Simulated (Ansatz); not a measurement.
# Calculations on MoS₂

**1. Relaxation**

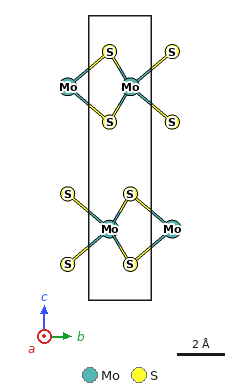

This is the input geometry for a relaxation of crystalline MoS2 (set up in P6_3/mmc). A ball-and-stick model of the cell of the calculation, seen along the a axis.

Case: strain along c alone, the other axes held, atoms relaxed: -2.0 %.

Method: Ansatz, DFT PBEsol, scalar-relativistic, plane waves, PAW.

The input:
```yaml
crystal:
  lattice:
    - [3.1413882571, 0.0, 0.0]
    - [-1.5706941286, 2.7205220338, 0.0]
    - [0.0, 0.0, 12.333386906]
  atoms:
    - { symbol: Mo, position: [0.6666666667, 0.3333333333, 0.25] }
    - { symbol: Mo, position: [0.3333333333, 0.6666666667, 0.75] }
    - { symbol: S, position: [0.6666666667, 0.3333333333, 0.6261196804] }
    - { symbol: S, position: [0.3333333333, 0.6666666667, 0.3738803196] }
    - { symbol: S, position: [0.6666666667, 0.3333333333, 0.8738803196] }
    - { symbol: S, position: [0.3333333333, 0.6666666667, 0.1261196804] }
basis:
  ecutwfc: 420
kpoints:
  mp_grid: { grid: [12, 12, 2] }
hamiltonian:
  xc: pbesol
scf:
  occupations: { method: gaussian, width: 0.02 }
output:
  forces: true
  stress: true
  eigenvalues: true
relax:
  adjacent_minimum: "off"
  f_tol: 0.008
  max_steps: 40
```

Command:
```bash
ansatz run input.yaml --threads 1 --pin off --max-ram 2560MiB --backend cpu --events-out ev --progress --plain --runs-dir out
```

Predict the outcome.

Answer. The largest moves, 0.030 Å, are those of S3, S4, S5 and S6. S6 goes along −c. Mo stays in place. The cell stays as it was. Near-neighbour distances that change, for instance: Mo1–S4 2.371 → 2.391 Å. The space group stays P6_3/mmc (No. 194). The energy falls by 6.1 meV per atom in 2 accepted moves (3 points after the start). Largest force component: 0.62 eV/Å at the start, 0.0014 eV/Å at the end. 1 step only repeated the SCF at the same geometry.

Limits of the set-up: layers or molecules are held without a dispersion correction, so their spacing is unreliable.

**2. Relaxation**

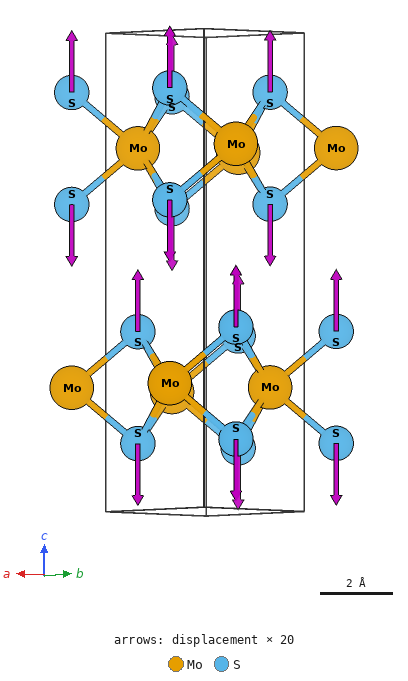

A relaxation of crystalline MoS2 (set up in P6_3/mmc). The starting structure is drawn; purple arrows show the displacements (the part carried along by the change of the cell is left out), 20 times their true length.

A ball-and-stick model of the cell of the calculation, repeated 2 × 2 × 1 with one cell outlined, seen from a free direction.

Computed with DFT PBEsol, scalar-relativistic, plane waves, PAW in Ansatz 0.2.0.

The input:
```yaml
crystal:
  lattice:
    - [3.1922379121, 0.0, 0.0]
    - [-1.5961189561, 2.7645591268, 0.0]
    - [0.0, 0.0, 13.378294]
  atoms:
    - { symbol: Mo, position: [0.66666667, 0.33333333, 0.25] }
    - { symbol: Mo, position: [0.33333333, 0.66666667, 0.75] }
    - { symbol: S, position: [0.66666667, 0.33333333, 0.633082] }
    - { symbol: S, position: [0.33333333, 0.66666667, 0.366918] }
    - { symbol: S, position: [0.66666667, 0.33333333, 0.866918] }
    - { symbol: S, position: [0.33333333, 0.66666667, 0.133082] }
basis:
  ecutwfc: 420
kpoints:
  mp_grid: { grid: [12, 12, 2] }
hamiltonian:
  xc: pbesol
scf:
  occupations: { method: gaussian, width: 0.02 }
output:
  forces: true
  stress: true
  eigenvalues: true
relax:
  adjacent_minimum: "off"
  f_tol: 0.005
  max_steps: 80
  cell: { stress_tol: 0.05 }
```

Run as
```bash
ansatz run input.yaml --threads 1 --pin off --max-ram 2560MiB --backend cpu --events-out ev --progress --plain --runs-dir out
```

**Atoms of which element are displaced furthest, and by how much?**

Sulfur: up to 0.088 Å, against 0.000 Å for molybdenum.

**What happened in the run?**

Over 5 accepted moves (7 points after the start) the energy falls by 13.8 meV per atom. The largest force component goes from 0.4 to 0.00061 eV/Å. Pressure: −4.78 GPa at the start and 0.00 GPa at the end. The line search rejected the trial step at point 1 of the run. The SCF was repeated once at an unchanged geometry on a basis and grid sized afresh for the cell, which shifted the energy by 0.1 meV per atom at most. The largest moves relative to the cell, 0.088 Å, are those of S3, S4, S5 and S6. S4 goes along +c. Mo stays in place. The drawn cell changes as follows: a = b 3.192 → 3.141 Å (−1.6 %), c 13.378 → 12.585 Å (−5.9 %); the volume changes by −8.9 %. Near-neighbour distances that change, for instance: Mo1–S4 2.417 → 2.392 Å. The space group stays P6_3/mmc (No. 194).

Limits of the set-up: layers or molecules are held without a dispersion correction, so their spacing is unreliable.

**3. A change**

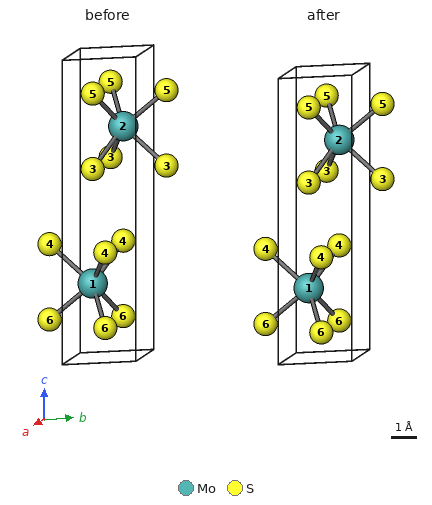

Left: a crystal of MoS2 (set up in P6_3/mmc). Right: the same structure after one change, at the same scale. Style: ball-and-stick. Shown: the cell of the calculation, slightly off an axis.

Method: DFT PBEsol, scalar-relativistic, plane waves, PAW in Ansatz 0.2.0. Set-up: plane-wave cutoff 420 eV; k-point mesh 12 × 12 × 2; occupations gaussian; smearing width 0.02 eV; no spin polarisation.

Question: What distinguishes the right structure from the left one?

Answer: Strain along c alone, −6.0 %, is applied. The other axes are held and the atoms relaxed.

Question: How do the computed properties respond?

Answer: Cell: a = b unchanged at 3.141 Å, c 12.585 → 11.830 Å (−6.0 %). Volume −6.0 %. The largest moves relative to the cell, 0.088 Å, are those of S3, S4, S5 and S6. S6 goes along −c. Mo stays in place. The space group stays P6_3/mmc (No. 194). Energy change: +7.6 meV per atom. Pressure: 0.0 GPa before, 1.4 GPa after. The principal stresses (compression positive) are 2.9 GPa along c and 0.6 GPa across it.

Limits of the set-up: layers or molecules are held without a dispersion correction, so their spacing is unreliable.

**4. Series**

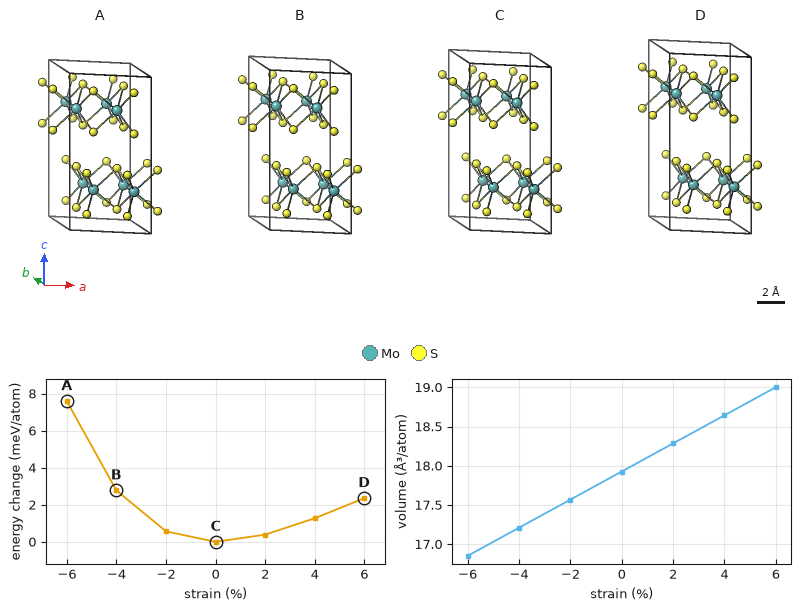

Members of a series of calculations on crystalline MoS₂ (set up in P6_3/mmc), marked on the first curve. The picture is a ball-and-stick view of the cell of the calculation, repeated to show the pattern, seen slightly off an axis.

Level of theory: DFT PBEsol, scalar-relativistic, plane waves, PAW (Ansatz 0.2.0). Settings: plane-wave cutoff 420 eV; k-point mesh 12 × 12 × 2; occupations gaussian; smearing width 0.02 eV; no spin polarisation.

Q: Which kind of strain is it, and how does the structure respond?

A: Strain along c alone, the other axes held, atoms relaxed. A (strain −6.0 %): energy change 7.6 meV/atom, volume 16.85 Å³ per atom. B (strain −4.0 %): energy change 2.8 meV/atom, volume 17.21 Å³ per atom. C (strain 0.0 %): energy change 0.0 meV/atom, volume 17.93 Å³ per atom. D (strain 6.0 %): energy change 2.4 meV/atom, volume 19.00 Å³ per atom. The rest compares A with D. Cell: a = b unchanged at 6.283 Å, c 11.830 → 13.340 Å (+12.8 %). Volume +12.8 %. 

Limits of the set-up: layers or molecules are held without a dispersion correction, so their spacing is unreliable.
